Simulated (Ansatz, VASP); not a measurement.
## Cross-check of AlN between VASP and Ansatz

Aim: how closely do two programs agree when they are given the same cell, functional and k mesh? The cell is taken from a series of runs on this material, whose earlier steps may have relaxed or scaled it; both programs get it as it stands.

Method: plane waves, with VASP 6.6.1 beside it; single point at LDA and single point at r2SCAN, in Ansatz 0.2.0.

## Step 1: Set-up

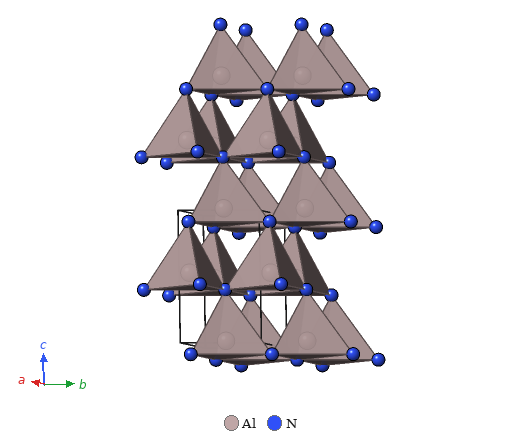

The starting structure, seen slightly off an axis (aluminium light grey, nitrogen blue). 2×2×2 cells are drawn. Some periodic images of atoms are drawn too.

Coordinates:

```xyz
4
Lattice="3.1110 0.0000 0.0000 -1.5555 2.6942 0.0000 0.0000 0.0000 4.9780" Properties=species:S:1:pos:R:3 pbc="T T T"
Al    1.5555    0.8981    2.4890
Al    0.0000    1.7961    0.0000
N     1.5555    0.8981    4.4055
N     0.0000    1.7961    1.9165
```

## Step 2: VASP: single point, LDA

A single point gives forces, pressure and levels at one fixed geometry, so differences don't come from the geometry; what else differs is listed under the comparison.

Lines of VASP's logs that name or quote its potential files are left out, and so is its time.

Contents of INCAR:

```
SYSTEM = AlN
PREC = Accurate
ENCUT = 1210
EDIFF = 1E-06
NELM = 100
ISMEAR = 0
SIGMA = 0.01
LREAL = .FALSE.
ALGO = Normal
GGA = CA
NBANDS = 14
LORBIT = 11
LWAVE = .FALSE.
LCHARG = .FALSE.
KPAR = 2
ISIF = 2
```

Contents of POSCAR:

```
AlN
1.0
    3.1110000000      0.0000000000      0.0000000000
   -1.5555000000      2.6942050312      0.0000000000
    0.0000000000      0.0000000000      4.9780000000
Al N
2 2
Direct
    0.6666666667      0.3333333333      0.5000000000
    0.3333333333      0.6666666667      0.0000000000
    0.6666666667      0.3333333333      0.8850000000
    0.3333333333      0.6666666667      0.3850000000
```

Contents of KPOINTS:

```
Automatic mesh
0
Gamma
4 4 3
0 0 0
```

Potentials, in the order of the species: Al and N_h (LDA family, release 64).

Launch:

```
$ mpirun -np 2 vasp_std
```

Numbers of over 12 decimals in the logs are rounded to 6 here.

The log of the run:

```text
[banner, memory and clock lines left out]
running    2 mpi-ranks, on    1 nodes
 distrk:  each k-point on    1 cores,    2 groups
 distr:  one band on    1 cores,    1 groups

 POSCAR found type information on POSCAR AlN
 POSCAR found :  2 types and       4 ions
 LDA part: xc-table for (Slater(with rela. corr.)+CA(PZ))
 , standard interpolation
 POSCAR, INCAR and KPOINTS ok, starting setup
 FFT: planning ... GRIDC
 FFT: planning ... GRID_SOFT
 FFT: planning ... GRID
 WAVECAR not read
 entering main loop
       N       E                     dE             d eps       ncg     rms          rms(c)
DAV:   1     0.984585107935E+02    0.98459E+02   -0.12310E+04   224   0.201E+03
DAV:   2    -0.242360627792E+02   -0.12269E+03   -0.10391E+03   310   0.266E+02
DAV:   3    -0.375802833506E+02   -0.13344E+02   -0.13187E+02   314   0.879E+01
DAV:   4    -0.378069721163E+02   -0.22669E+00   -0.22664E+00   266   0.124E+01
DAV:   5    -0.378099386668E+02   -0.29666E-02   -0.29662E-02   302   0.142E+00    0.123E+01
DAV:   6    -0.329026768932E+02    0.49073E+01   -0.13614E+01   266   0.267E+01    0.425E+00
DAV:   7    -0.328606880815E+02    0.41989E-01   -0.72396E-01   236   0.651E+00    0.208E+00
DAV:   8    -0.328101743595E+02    0.50514E-01   -0.36089E-02   284   0.205E+00    0.655E-01
DAV:   9    -0.328035133548E+02    0.66610E-02   -0.52701E-03   248   0.772E-01    0.132E-01
DAV:  10    -0.328036575905E+02   -0.14424E-03   -0.93352E-04   302   0.225E-01    0.671E-02
DAV:  11    -0.328035890067E+02    0.68584E-04   -0.23946E-04   290   0.122E-01    0.820E-03
DAV:  12    -0.328035900885E+02   -0.10818E-05   -0.10827E-05   296   0.284E-02    0.486E-03
DAV:  13    -0.328035901054E+02   -0.16843E-07   -0.13873E-07   214   0.303E-03
   1 F= -.32803590E+02 E0= -.32803590E+02  d E =-.683493E-12
```

OUTCAR, selected parts (step 2):

```text
ion  position               nearest neighbor table
   1  0.667  0.333  0.500-   4 1.89   4 1.89   4 1.89   3 1.92   2 3.07   2 3.07   2 3.07   2 3.07
                             2 3.07   2 3.07
   2  0.333  0.667  0.000-   3 1.89   3 1.89   3 1.89   4 1.92   1 3.07   1 3.07   1 3.07   1 3.07
                             1 3.07   1 3.07
   3  0.667  0.333  0.885-   2 1.89   2 1.89   2 1.89   1 1.92
   4  0.333  0.667  0.385-   1 1.89   1 1.89   1 1.89   2 1.92

  LATTYP: Found a hexagonal cell.
 ALAT       =     3.1110000000
 C/A-ratio  =     1.6001285760

 Subroutine GETGRP returns: Found 12 space group operations
 (whereof  6 operations were pure point group operations)

The static configuration has the point symmetry C_3v.
 The point group associated with its full space group is C_6v.

 Found      8 irreducible k-points:

   k-points           NKPTS =      8   k-points in BZ     NKDIM =      8   number of bands    NBANDS=     14

   dimension x,y,z NGX =    36 NGY =   36 NGZ =   56
   dimension x,y,z NGXF=    72 NGYF=   72 NGZF=  112

   ENCUT  = 1210.0 eV  88.93 Ry    9.43 a.u.   8.82  8.82 14.12*2*pi/ulx,y,z

   NELECT =      16.0000    total number of electrons

 k-points in reciprocal lattice and weights: Automatic mesh
   0.00000000  0.00000000  0.00000000       0.021
   0.25000000  0.00000000  0.00000000       0.125
   0.50000000  0.00000000  0.00000000       0.062
   0.25000000  0.25000000  0.00000000       0.125
   0.00000000  0.00000000  0.33333333       0.042
   0.25000000  0.00000000  0.33333333       0.250
   0.50000000  0.00000000  0.33333333       0.125
   0.25000000  0.25000000  0.33333333       0.250

 average (electrostatic) potential at core
       1 -69.6038       2 -69.6038       3 -94.2669       4 -94.2669

 E-fermi :   6.3489

 k-point     1 :       0.0000    0.0000    0.0000
  band No.  band energies     occupation
    ...
      4       5.3559      2.00000
      5       5.3559      2.00000
      6       6.0140      2.00000
      7       6.0140      2.00000
      8       6.3053      2.00000
      9      10.4883      0.00000
     10      12.7996      0.00000
     11      16.7700      0.00000
     12      17.1818      0.00000
     13      17.1818      0.00000
    ...

 k-point     2 :       0.2500    0.0000    0.0000
  band No.  band energies     occupation
    ...
      4       2.7488      2.00000
      5       3.7687      2.00000
      6       4.6424      2.00000
      7       5.8113      2.00000
      8       5.8523      2.00000
      9      12.3826      0.00000
     10      13.7087      0.00000
     11      14.2416      0.00000
     12      16.1216      0.00000
     13      17.6556      0.00000
    ...

 k-point     3 :       0.5000    0.0000    0.0000
  band No.  band energies     occupation
    ...
      4       2.0340      2.00000
      5       2.8882      2.00000
      6       4.1197      2.00000
      7       4.4741      2.00000
      8       5.5345      2.00000
      9      11.9078      0.00000
     10      11.9571      0.00000
     11      14.3250      0.00000
     12      16.3814      0.00000
     13      16.9997      0.00000
    ...

  Total       -0.8536335     -0.8536335     -1.3518130      0.0000000      0.0000000     -0.0000000
  in kB      -32.7790610    -32.7790610    -51.9088780      0.0000000      0.0000000     -0.0000000
  external PRESSURE =     -39.1556667 kB  Pullay stress =       0.0000000 kB

  energy-cutoff  :     1210.00
  volume of cell :       41.72
      direct lattice vectors                 reciprocal lattice vectors
     3.111000000  0.000000000  0.000000000     0.321440051  0.185583500  0.000000000
    -1.555500000  2.694205031  0.000000000     0.000000000  0.371167000  0.000000000
     0.000000000  0.000000000  4.978000000     0.000000000  0.000000000  0.200883889

 POSITION                                       TOTAL-FORCE (eV/Angst)
 -----------------------------------------------------------------------------------
      1.55550      0.89807      2.48900         0.000000      0.000000      0.170757
     -0.00000      1.79614      0.00000         0.000000     -0.000000      0.170757
      1.55550      0.89807      4.40553         0.000000     -0.000000     -0.170757
     -0.00000      1.79614      1.91653        -0.000000      0.000000     -0.170757
 -----------------------------------------------------------------------------------
    total drift:                               -0.000000      0.000000      0.000489

  FREE ENERGIE OF THE ION-ELECTRON SYSTEM (eV)
  ---------------------------------------------------
  free  energy   TOTEN  =       -32.8035901054 eV

  energy  without entropy=      -32.8035901054  energy(sigma->0) =      -32.80359011

 total charge
# of ion       s       p       d       tot
------------------------------------------
    1        0.374   0.451   0.000   0.825
    2        0.374   0.451   0.000   0.825
    3        0.691   1.570   0.000   2.261
    4        0.691   1.570   0.000   2.261
--------------------------------------------------
tot          2.129   4.042   0.000   6.172

[... 3 further parts left out ...]
```

The run ends at a pressure of -3.92 GPa, with forces up to 0.17 eV/Å.

## Step 3: Ansatz: single point, LDA

Ansatz runs on its default PAW (the set named soft_2) files.

The same cell, functional (in two slightly different forms), mesh and smearing now go to Ansatz, which takes its cutoff from its data sets.

Contents of input.yaml:

```yaml
crystal:
  lattice:
    - [3.111, 0.0, 0.0]
    - [-1.5555, 2.6942050312, 0.0]
    - [0.0, 0.0, 4.978]
  atoms:
    - { symbol: Al, position: [0.6666666667, 0.3333333333, 0.5] }
    - { symbol: Al, position: [0.3333333333, 0.6666666667, 0.0] }
    - { symbol: "N", position: [0.6666666667, 0.3333333333, 0.885] }
    - { symbol: "N", position: [0.3333333333, 0.6666666667, 0.385] }
hamiltonian:
  xc: lda
  pseudopotentials: { kind: paw }
kpoints:
  mp_grid: { grid: [4, 4, 3] }
scf:
  occupations: { method: gaussian, width: 0.01 }
  n_extra_bands: 5
output:
  forces: true
  stress: true
  eigenvalues: true
```

Launch:

```
$ ansatz run input.yaml --threads 2 --pin off --max-ram 4608MiB --backend cpu --events-out ev --progress --plain --runs-dir out
```

The log of the run:

```text
scf.n_extra_bands = 5 over 8 filled bands (N_el = 16.0): the run solves 13 bands
Engine: ansatz 0.2.0, aarch64-unknown-linux-gnu
Pseudopotentials: kind: paw
Pseudopotential: Al, paw, valence charge 3, recommended cutoff 420 eV (normal), Al.paw.azcp
Pseudopotential: N, paw, valence charge 5, recommended cutoff 420 eV (normal), N.paw.azcp
Functional definition: SPW92
  exchange = slater_x
  correlation = pw_c
Crystal: 4 atoms, lattice volume = 41.724 Å³
Basis set: ecut = 420 eV, 809 PW (Γ)
Bands: 13, of which v1, the nominal top of the filled ones, is band 8 counted from 1 (7 counted from 0)
Symmetry: 12 space group operations
Space group: P63mc (ITA 186), of the structure as read, at distance tolerance 3.5e-5 Å
k-points: 8 of 48 (time reversal used)
Non-local potential: Al, projectors of the file, l = 0: 2, l = 1: 2, l = 2: 1
Non-local potential: N, projectors of the file, l = 0: 2, l = 1: 2, l = 2: 1
PAW form: soft (Blöchl's): semilocal exchange-correlation on the pseudo side does not see the compensation charge
PAW frozen core: Al, regenerated for the run's functional, and the local potential with it (the file was generated under x = pbe(κ = 0.804, μ = 0.219515), c = pbe(β = 0.066725))
PAW frozen core: N, regenerated for the run's functional, and the local potential with it (the file was generated under x = pbe(κ = 0.804, μ = 0.219515), c = pbe(β = 0.066725))
PAW one-centre angular grid: Al, 110 points (default); XC on 64 Gauss nodes
PAW one-centre angular grid: N, 110 points (default); XC on 64 Gauss nodes
Initial density: superposition of atomic densities (neutral atoms: chi_scale 0, normalization atom), corrected by the library's trained network
Initial wavefunctions: pseudopotential atomic-orbital guess
Functional: x = slater, c = lda
SCF iter   1: F=—  HF=-1779.675880 eV  |F-HF|=—  |Δ(HF+E_count)|=         —  Δρ=8.47e-3  dr2=3.40e-2  ethr=1.77e-3  ⟨swp⟩=6.4  Hψ=678  notcnv=0
preconditioner: auto → none  [insulator: Δε(μ)=4.102 eV  Ē_g=13.571 eV  σ=0.010 eV  W_gap=1.00  n_scr=2 (ndim 8)  ℏωp=23.0 eV  f_vac=0.000  D(μ)=0.00/eV (n_scr^D=0)  ε∞_Penn≈3.9]
SCF iter   2: F=—  HF=-1779.665972 eV  |F-HF|=—  |Δ(HF+E_count)|=   9.91e-3  Δρ=2.44e-3  dr2=1.73e-3  ethr=2.13e-4  ⟨swp⟩=2.5  Hψ=218  notcnv=0  defer=6
SCF iter   3: F=—  HF=-1779.665363 eV  |F-HF|=—  |Δ(HF+E_count)|=   6.08e-4  Δρ=7.00e-4  dr2=8.74e-5  ethr=1.08e-5  ⟨swp⟩=2.9  Hψ=172  notcnv=0  defer=8
SCF iter   4: F=—  HF=-1779.665321 eV  |F-HF|=—  |Δ(HF+E_count)|=   4.25e-5  Δρ=2.64e-5  dr2=2.02e-7  ethr=5.46e-7  ⟨swp⟩=2.0  Hψ=154  notcnv=0  defer=8
iter 5 did not close the SCF: its close was put off for the readings that it lacked (scf_convergence_deferred on its scf_iter line)
SCF iter   5: F=-1779.665321 eV  HF=-1779.665321 eV  |F-HF|=3.51e-9  |Δ(HF+E_count)|=   2.86e-8  Δρ=4.28e-6  dr2=4.81e-9  ethr=1.26e-9  ⟨swp⟩=2.0  Hψ=151  notcnv=0  defer=8
SCF iter   6: F=-1779.665321 eV  HF=-1779.665321 eV  |F-HF|=1.05e-11  |Δ(HF+E_count)|=  9.82e-10  Δρ=2.93e-7  dr2=2.28e-11  ethr=3.01e-11  ⟨swp⟩=5.5  Hψ=438  notcnv=0
SCF 1 converged in 6 iterations: F = -1779.665321 eV  dr2 = 2.28e-11
  greatest PAW one-centre occupation: 0.780 electrons in one spin orbital (limit 2), on the N atom at site 3 (counted from 0), in its partial waves of l = 0
SCF converged after 6 iterations
Free energy (F): -1779.665321 eV
Harris-Foulkes:  -1779.665321 eV  (|F-HF|=1.05e-11)
Internal energy: -1779.665321 eV  (E = F + TS)
E sigma→0 (E₀):  -1779.665321 eV
Fermi energy:    9.022339 eV
--- Per-component energies (eV) ---
  E_band       = 26.717138
  E_kinetic    = 317.823045
  E_local      = -449.390042  (includes V_loc(G=0)·N_el)
  E_nonlocal   = 114.756918
  E_hartree    = 153.922867
  E_xc         = -201.109026
  E_vxc        = -215.080932  (∫ρ·V_xc dr)
  E_paw        = -1123.905825  (= ΣΔE_a)
  E_vpaw       = -49.237701  (= ΣTr[D̂ρ^β])
  E_aug_tail   = 0.000181  (compensation charges beyond the density's cutoff)
  E_ewald      = -592.034960
  E_core_change = 0.271521  (= ΣΔE_core)
  E_smearing   = -0.000000  (= −TS)
  E_closure    = 0.000000  (closes the sum)
  Σ components = -1779.665321   (vs F -1779.665321, Δ=0.00e0)
--- Forces (eV/Å), atoms counted from 1 ---
  atom   1  Al    -0.00000000     0.00000000     0.16716787
  atom   2  Al     0.00000000    -0.00000000     0.16716787
  atom   3  N      0.00000000    -0.00000000    -0.16716709
  atom   4  N     -0.00000000     0.00000000    -0.16716709
  max |Σ_I F_I| component: 1.56e-6 eV/Å
--- Stress (GPa, compression-positive) ---
       -3.760500       0.000000       0.000000
        0.000000      -3.760500      -0.000000
        0.000000       0.000000      -5.606693
  P = ⅓ Tr σ = -4.3759 GPa (-43.759 kbar)
--- Band table (eV; the first three rows and the last of 8) ---
  k-point 0: bands = [... 4 lower, 5.9876, 6.6436, 6.6436, 6.9354, 11.1092, 13.4330, 17.4007, 17.8231, ... 1 higher]
  k-point 1: bands = [... 4 lower, 6.1443, 6.1443, 6.4719, 6.4719, 12.5388, 13.5971, 16.9115, 17.8344, ... 1 higher]
  k-point 2: bands = [... 4 lower, 4.4005, 5.2768, 6.4419, 6.4842, 13.0156, 14.3426, 14.8740, 16.7547, ... 1 higher]
  k-point 7: bands = [... 4 lower, 3.6062, 4.3096, 5.1645, 6.1410, 13.1655, 13.7636, 15.4590, 16.1131, ... 1 higher]
```

Reading the cycles: dr2 is the Hartree energy of the density residual (eV), the measure of convergence; HF is the Harris–Foulkes estimate of the energy, which meets the free energy F at convergence.

The run ends at a pressure of -4.38 GPa, with forces up to 0.17 eV/Å.

## Step 4: Comparison

Known differences besides the PAW data sets themselves: the two LDA forms differ slightly; the cutoff is 420 eV in Ansatz and 1210 eV in VASP; Ansatz makes its cores anew for this functional, VASP keeps those of its LDA data sets. Total energies have different zeros and are not compared.

Both answers:

| quantity | Ansatz | VASP | difference |
| --- | --- | --- | --- |
| pressure (GPa) | -4.38 | -3.92 | -0.46 |
| gap on the k mesh (eV) | 4.174 | 4.183 | -0.009 |

Forces (eV/Å; atoms numbered as in POSCAR):

| atom | Ansatz x, y, z | VASP x, y, z |
| --- | --- | --- |
| Al1 | 0.000, 0.000, 0.167 | 0.000, 0.000, 0.171 |
| Al2 | 0.000, 0.000, 0.167 | 0.000, 0.000, 0.171 |
| N3 | 0.000, 0.000, -0.167 | 0.000, 0.000, -0.171 |
| N4 | 0.000, 0.000, -0.167 | 0.000, 0.000, -0.171 |

The forces differ by 2.1 meV/Å r.m.s., which is 2.1 % of the r.m.s. force of 0.10 eV/Å (both taken over all components). Ansatz's pressure holds a Pulay correction of 0.69 GPa; VASP's holds none.

(Part 1 of 2 ends here.)

[Lines on the potential files, build, host, timing and source positions are cut from VASP's logs without a mark.]

[Logs are printed without paths, hosts, clocks, repeated set-up lines and the standing remarks that a program may print on its own settings, such as how far it seeks lower states.]

[Hosts, paths, dates, database ids (printed as entryN), source tags and the programs' standing remarks are cut or masked in the printed files.]
